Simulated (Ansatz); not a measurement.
## Geometry relaxation, with input and output: BaTiO$_{3}$ (part 3 of 3)

BaTiO$_{3}$ (5 atoms in the cell); DFT PBE, scalar-relativistic, plane waves, PAW, no spin polarisation (Ansatz 0.2.0); cutoff 420 eV, 8×8×8 k-mesh, Gaussian smearing of 0.02 eV. The structure derives from an entry of the Crystallography Open Database. It belongs to a series of runs on one base structure; here: relaxed functional: PBE.

Geometry of the input (Å; fractional positions):
```
3.9841  0.0000  0.0000
0.0000  2.8371  2.8458
0.0000  -2.8371  2.8458
Ba 0.0000  0.0000  0.0000
Ti 0.5000  0.5079  0.5079
O  0.0000  0.4921  0.4921
O  0.5000  0.5025  0.9937
O  0.5000  0.9937  0.5025
```

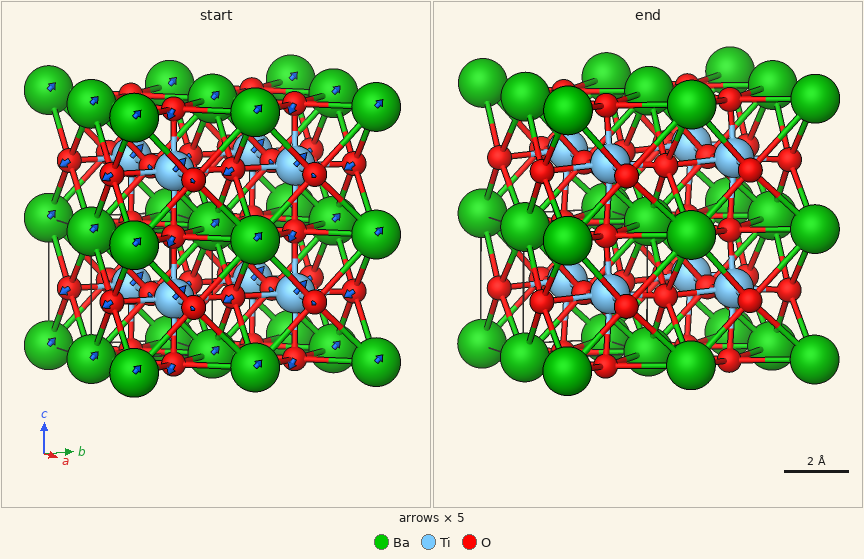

Before (left) and after (right) the relaxation, at one scale (ball-and-stick view of the cell of the calculation, repeated 2 × 2 × 2, seen slightly off an axis). The blue arrows give the displacements (without the part carried along by the change of the cell), magnified 5 times. After 10 geometry steps the energy has fallen by 61.7 meV per cell of the calculation. Largest force component: 0.2 eV/Å at the start, 0.00083 eV/Å at the end. Pressure: 1.92 GPa at the start and 0.01 GPa at the end. The line search rejected the trial step at point 5 (counted from 0) and went back. The basis was re-selected once at an unchanged geometry, which shifts the energy a little without any move. The atom that moves furthest relative to the cell is Ti2 (0.12 Å). Largest moves by element: Ti 0.12 Å, O 0.08 Å, Ba 0.07 Å. The volume changes by +4.1 %, with a 3.984 → 3.972 Å (−0.3 %), b = c 4.018 → 4.106 Å (+2.2 %), α 89.8° → 89.5°. Among the contacts that change: Ti2–O4 2.066 → 2.270 Å, Ba1–O3 2.891 → 3.058 Å, Ba1–O4 2.822 → 2.916 Å, Ti2–O3 1.994 → 2.000 Å. Among the angles that change: Ti2–O3–Ti2 174.8° → 166.4°, O3–Ti2–O3 174.8° → 166.4°, O4–Ti2–O5 91.1° → 98.3°. The space group stays Amm2 (No. 38). The energy change given includes the shifts at the re-selections in mid-walk, which come without any move. A last SCF at the same geometry on a re-selected plane-wave basis shifts the energy by −0.8 meV per cell of the calculation. (Atoms are counted from 1 in the order of the input.)

```
basis re-selected at this cell: Δ(F+E_penalty+E_count) = -7.931e-4 eV, ΔP = +0.010 GPa vs the last step (what re-selecting the basis moved, of the pressure what is left beyond the Pulay correction that the steps carried, after the strain that the cell walked since its last selection, with what the two solves' SCF thresholds leave and, on support functions, any second-order correction that the steps lacked; it is no measure of the basis error at this ecutwfc). This SCF's stress stands 2.18e-2 GPa from its target on what of the cell is left free (relax.cell.stress_tol is 5.00e-2 GPa) and its largest allowed force component is 8.29e-4 eV/Å (relax.f_tol is 1.00e-2 eV/Å): within both
SCF converged after 6 iterations
Free energy (F): -10159.630103 eV
Harris-Foulkes:  -10159.630103 eV  (|F-HF|=3.64e-12)
Internal energy: -10159.630103 eV  (E = F + TS)
E sigma→0 (E₀):  -10159.630103 eV
Fermi energy:    10.901968 eV
--- Per-component energies (eV) ---
  E_band       = -163.167452
  E_kinetic    = 968.670118
  E_local      = -2185.009644  (includes V_loc(G=0)·N_el)
  E_nonlocal   = 203.889951
  E_hartree    = 851.950461
  E_xc         = -490.845974
  E_vxc        = -545.248967  (∫ρ·V_xc dr)
  E_paw        = -6744.736399  (= ΣΔE_a)
  E_vpaw       = -309.377253  (= ΣTr[D̂ρ^β])
  E_aug_tail   = 0.007424  (compensation charges beyond the density's cutoff)
  E_ewald      = -2763.556040
  E_smearing   = -0.000000  (= −TS)
  E_closure    = 0.000000  (closes the sum)
  Σ components = -10159.630103   (vs F -10159.630103, Δ=0.00e0)
--- Forces (eV/Å), atoms counted from 1 ---
  atom   1  Ba     0.00000000     0.00000000     0.00018059
  atom   2  Ti     0.00000000     0.00000000    -0.00024470
  atom   3  O      0.00000000     0.00000000     0.00006378
  atom   4  O      0.00000000     0.00082927     0.00000355
  atom   5  O      0.00000000    -0.00082927     0.00000355
  max |Σ_I F_I| component: 6.76e-6 eV/Å
--- Stress (GPa, compression-positive) ---
       -0.003373      -0.000000       0.000000
       -0.000000       0.013451      -0.000000
        0.000000      -0.000000       0.021828
  P = ⅓ Tr σ = 0.0106 GPa (0.106 kbar)
--- Band table (eV; the first three rows and the last of 105) ---
  k-point 0: bands = ["-46.5802", "-22.8753", "-22.8727", "-22.7907", "-15.1120", "-7.0317", "-6.4116", "-6.3321", "-0.3028", "-0.3022", "-0.2380", "7.4407", "7.4548", "7.5169", "8.1761", "8.3053", "8.5751", "9.0251", "9.1040", "9.1925", "12.0970", "12.4223", "12.4477", "14.1510", "14.2055"]
  k-point 1: bands = ["-46.5801", "-22.8798", "-22.8735", "-22.7905", "-15.0993", "-7.0354", "-6.4089", "-6.3287", "-0.2860", "-0.2465", "-0.2195", "7.2025", "7.4146", "7.4828", "8.0334", "8.1985", "8.4924", "8.9252", "8.9701", "9.1535", "12.1836", "12.5305", "12.5364", "14.1668", "14.5277"]
  k-point 2: bands = ["-46.5799", "-22.8930", "-22.8731", "-22.7900", "-15.0683", "-7.0781", "-6.3715", "-6.3115", "-0.2453", "-0.1738", "-0.1131", "6.6551", "7.2987", "7.3674", "7.7861", "8.0049", "8.2729", "8.5246", "8.8444", "9.0586", "12.2708", "12.8614", "12.9067", "14.1642", "15.1251"]
  k-point 104: bands = ["-46.5781", "-22.9077", "-22.9049", "-22.8411", "-14.8958", "-6.2807", "-6.2542", "-6.0983", "-0.9931", "-0.8594", "-0.8367", "5.4860", "6.1964", "6.2233", "7.2582", "7.3188", "7.3724", "9.4324", "9.6711", "9.7069", "13.8852", "13.9389", "14.1092", "15.9882", "16.2161"]
--- Relaxed structure (11 steps of the walk, 10 accepted, 2 SCFs on fresh bases) ---
  F+E_penalty+E_count = -10159.63010332 eV   max|allowed force component| = 8.293e-4 eV/Å   (the final SCF, on the basis selected at the relaxed cell)
  cell:  # Å, volume = 66.9632 Å³
    - [3.9720454245564847, -4.181457699404096e-18, -4.7880088749975945e-18]
    - [-6.397610557607121e-18, 2.8906894397162293, 2.916020120631927]
    - [-4.424364575120556e-19, -2.8906894397162293, 2.916020120631927]
  atoms:
    - { symbol: Ba, position: [-9.19827903566078e-19, 0.011599044263814131, 0.011599044263814131] }
    - { symbol: Ti, position: [0.5, 0.5278177477248162, 0.5278177477248162] }
    - { symbol: O, position: [3.8696832737036934e-19, 0.4872203233338956, 0.4872203233338956] }
    - { symbol: O, position: [0.5, 0.4932074480658034, 0.97637543661167] }
    - { symbol: O, position: [0.5, 0.97637543661167, 0.4932074480658034] }
```

**Trajectory as extended XYZ (Å, eV, eV/Å), 13 frames, from step=1 to step=13**
```
5
Lattice="3.9841 0.0000 0.0000 0.0000 2.8371 2.8458 0.0000 -2.8371 2.8458" Properties=species:S:1:pos:R:3:forces:R:3 step=1 energy=-10159.56761 pressure_GPa=1.92
Ba    0.0000    0.0000    0.0000    0.0000   0.0000   0.0885
Ti    1.9921    0.0000    2.8908    0.0000   0.0000   0.2011
O     0.0000    0.0000    2.8008    0.0000   0.0000   0.0900
O     1.9921   -1.3936    4.2579    0.0000   0.0126  -0.1898
O     1.9921    1.3936    4.2579    0.0000  -0.0126  -0.1898
5
Lattice="4.0069 0.0000 0.0000 0.0000 2.8561 2.8474 0.0000 -2.8561 2.8474" Properties=species:S:1:pos:R:3:forces:R:3 step=2 energy=-10159.57158 pressure_GPa=-0.18
Ba    0.0000    0.0000    0.0397    0.0000   0.0000  -0.1951
Ti    2.0034    0.0000    2.8840    0.0000   0.0000   0.4239
O     0.0000    0.0000    2.8167    0.0000   0.0000  -0.0112
O     2.0034   -1.4104    4.2375    0.0000   0.0433  -0.1088
O     2.0034    1.4104    4.2375    0.0000  -0.0433  -0.1088
5
Lattice="4.0099 0.0000 0.0000 0.0000 2.8517 2.8509 0.0000 -2.8517 2.8509" Properties=species:S:1:pos:R:3:forces:R:3 step=3 energy=-10159.57681 pressure_GPa=-0.30
Ba    0.0000    0.0000    0.0187    0.0000   0.0000  -0.0182
Ti    2.0049    0.0000    2.9012    0.0000   0.0000   0.2937
O     0.0000    0.0000    2.8231    0.0000   0.0000   0.0238
O     2.0049   -1.4166    4.2450    0.0000   0.1607  -0.1497
O     2.0049    1.4166    4.2450    0.0000  -0.1607  -0.1497
5
Lattice="4.0121 0.0000 0.0000 0.0000 2.8474 2.8523 0.0000 -2.8474 2.8523" Properties=species:S:1:pos:R:3:forces:R:3 step=4 energy=-10159.58109 pressure_GPa=-0.07
Ba    0.0000    0.0000    0.0129    0.0000   0.0000   0.0346
Ti    2.0061    0.0000    2.9106    0.0000   0.0000   0.2888
O     0.0000    0.0000    2.8300    0.0000   0.0000  -0.0250
O     2.0061   -1.4126    4.2432    0.0000   0.1450  -0.1492
O     2.0061    1.4126    4.2432    0.0000  -0.1450  -0.1492
5
Lattice="3.9930 0.0000 0.0000 0.0000 2.8638 2.8689 0.0000 -2.8638 2.8689" Properties=species:S:1:pos:R:3:forces:R:3 step=5 energy=-10159.59303 pressure_GPa=-0.53
Ba    0.0000    0.0000    0.0239    0.0000   0.0000   0.0331
Ti    1.9965    0.0000    2.9534    0.0000   0.0000   0.3746
O     0.0000    0.0000    2.8315    0.0000   0.0000  -0.0166
O     1.9965   -1.4105    4.2570    0.0000   0.1709  -0.1955
O     1.9965    1.4105    4.2570    0.0000  -0.1709  -0.1955
5
Lattice="3.9369 0.0000 0.0000 0.0000 2.9166 2.9471 0.0000 -2.9166 2.9471" Properties=species:S:1:pos:R:3:forces:R:3 step=6 energy=-10159.29618 pressure_GPa=8.05 accepted=F
Ba    0.0000    0.0000    0.0628    0.0000   0.0000   0.4116
Ti    1.9685    0.0000    3.2371    0.0000   0.0000  -3.8133
O     0.0000    0.0000    2.8714    0.0000   0.0000  -0.1470
O     1.9685   -1.3677    4.2710    0.0000  -1.8743   1.7743
O     1.9685    1.3677    4.2710    0.0000   1.8743   1.7743
5
Lattice="3.9622 0.0000 0.0000 0.0000 2.8909 2.9151 0.0000 -2.8909 2.9151" Properties=species:S:1:pos:R:3:forces:R:3 step=7 energy=-10159.61599 pressure_GPa=0.70
Ba    0.0000    0.0000    0.0630    0.0000   0.0000   0.0672
Ti    1.9811    0.0000    3.0923    0.0000   0.0000  -0.2740
O     0.0000    0.0000    2.8331    0.0000   0.0000   0.0423
O     1.9811   -1.3944    4.2826    0.0000  -0.0647   0.0822
O     1.9811    1.3944    4.2826    0.0000   0.0647   0.0822
5
Lattice="3.9740 0.0000 0.0000 0.0000 2.8842 2.9111 0.0000 -2.8842 2.9111" Properties=species:S:1:pos:R:3:forces:R:3 step=8 energy=-10159.61925 pressure_GPa=-0.00
Ba    0.0000    0.0000    0.0653    0.0000   0.0000  -0.0050
Ti    1.9870    0.0000    3.0684    0.0000   0.0000   0.0176
O     0.0000    0.0000    2.8416    0.0000   0.0000  -0.0150
O     1.9870   -1.3966    4.2791    0.0000   0.0026   0.0012
O     1.9870    1.3966    4.2791    0.0000  -0.0026   0.0012
5
Lattice="3.9757 0.0000 0.0000 0.0000 2.8845 2.9082 0.0000 -2.8845 2.9082" Properties=species:S:1:pos:R:3:forces:R:3 step=9 energy=-10159.61942 pressure_GPa=0.03
Ba    0.0000    0.0000    0.0642    0.0000   0.0000   0.0017
Ti    1.9879    0.0000    3.0660    0.0000   0.0000  -0.0043
O     0.0000    0.0000    2.8367    0.0000   0.0000   0.0065
O     1.9879   -1.3969    4.2761    0.0000   0.0081  -0.0020
O     1.9879    1.3969    4.2761    0.0000  -0.0081  -0.0020
5
Lattice="3.9757 0.0000 0.0000 0.0000 2.8845 2.9082 0.0000 -2.8845 2.9082" Properties=species:S:1:pos:R:3:forces:R:3 step=10 energy=-10159.62984 pressure_GPa=0.30
Ba    0.0000    0.0000    0.0642    0.0000   0.0000   0.0017
Ti    1.9879    0.0000    3.0660    0.0000   0.0000  -0.0042
O     0.0000    0.0000    2.8367    0.0000   0.0000   0.0064
O     1.9879   -1.3969    4.2761    0.0000   0.0083  -0.0019
O     1.9879    1.3969    4.2761    0.0000  -0.0083  -0.0019
5
Lattice="3.9712 0.0000 0.0000 0.0000 2.8938 2.9158 0.0000 -2.8938 2.9158" Properties=species:S:1:pos:R:3:forces:R:3 step=11 energy=-10159.62907 pressure_GPa=-0.10
Ba    0.0000    0.0000    0.0676    0.0000   0.0000   0.0009
Ti    1.9856    0.0000    3.0780    0.0000   0.0000   0.0106
O     0.0000    0.0000    2.8404    0.0000   0.0000  -0.0003
O     1.9856   -1.3968    4.2855    0.0000  -0.0012  -0.0056
O     1.9856    1.3968    4.2855    0.0000   0.0012  -0.0056
5
Lattice="3.9720 0.0000 0.0000 0.0000 2.8907 2.9160 0.0000 -2.8907 2.9160" Properties=species:S:1:pos:R:3:forces:R:3 step=12 energy=-10159.62931 pressure_GPa=0.00
Ba    0.0000    0.0000    0.0676    0.0000   0.0000   0.0002
Ti    1.9860    0.0000    3.0783    0.0000   0.0000  -0.0002
O     0.0000    0.0000    2.8415    0.0000   0.0000   0.0001
O     1.9860   -1.3967    4.2853    0.0000   0.0008   0.0000
O     1.9860    1.3967    4.2853    0.0000  -0.0008   0.0000
5
Lattice="3.9720 0.0000 0.0000 0.0000 2.8907 2.9160 0.0000 -2.8907 2.9160" Properties=species:S:1:pos:R:3:forces:R:3 step=13 energy=-10159.63010 pressure_GPa=0.01
Ba    0.0000    0.0000    0.0676    0.0000   0.0000   0.0002
Ti    1.9860    0.0000    3.0783    0.0000   0.0000  -0.0002
O     0.0000    0.0000    2.8415    0.0000   0.0000   0.0001
O     1.9860   -1.3967    4.2853    0.0000   0.0008   0.0000
O     1.9860    1.3967    4.2853    0.0000  -0.0008   0.0000
```

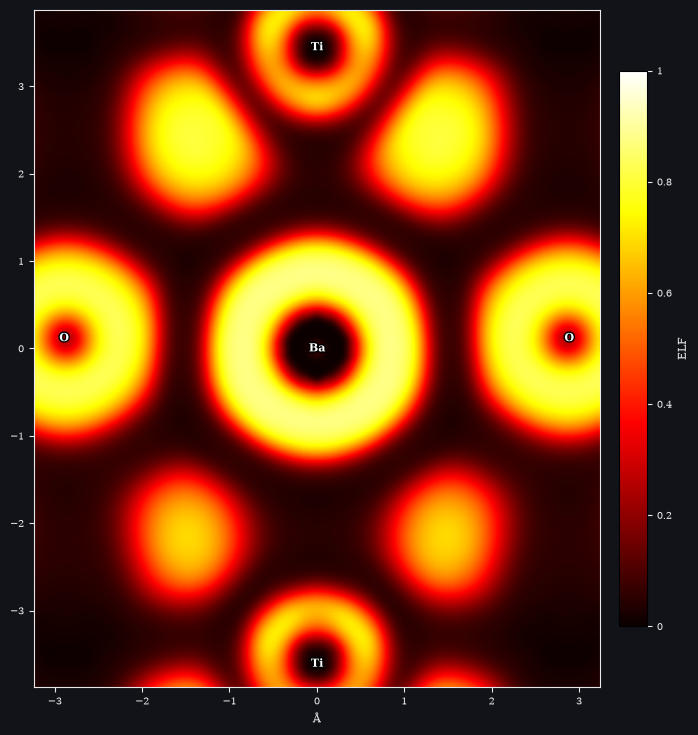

Electron localisation function on the (101) plane of the conventional cell. The section cuts through Ba, Ti and O sites. Ba–O (2.89 Å): the ELF is about 0.10 at the midpoint, as expected for a contact without a shared pair. The strong features right at Ba and Ti lie inside the PAW spheres (semicore, d or f shells) and say nothing about bonding. The fields are those of the smooth PAW valence density.

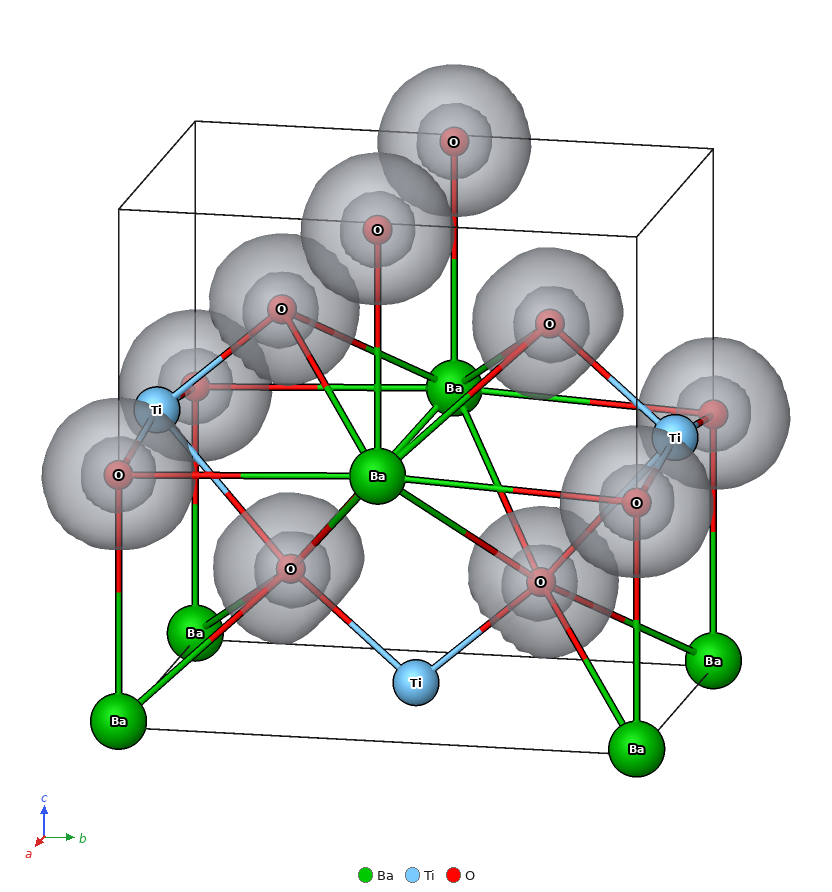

Isosurface of the electron localisation function at 0.75 (grey), seen slightly off an axis. Core shells and regions of very low density are left out. Sticks mark near contacts. The outline is the cell set on symmetry axes. Values along the shortest contacts: Ti–O (1.85 Å): the ELF is about 0.25 at the midpoint. Ba–O (2.77 Å): the ELF is about 0.15 at the midpoint (a contact without a shared pair).

**Summary**

```csv
quantity,value
outcome,converged
space group (tolerance 0.01 Å),Amm2 (38)
electrons treated,40
free energy,−10159.6301 eV
Fermi energy,10.902 eV
gap on the k-point mesh,2.39 eV
pressure,0.01 GPa
final volume,66.96 Å³
largest force (length of the vector) at the end,0.001 eV/Å
final cell,"a = 3.972 Å, b = 4.106 Å, c = 4.106 Å, α = 89.50°, β = 90.00°, γ = 90.00°"
wall time,8.7 min
peak memory,0.52 GiB
```
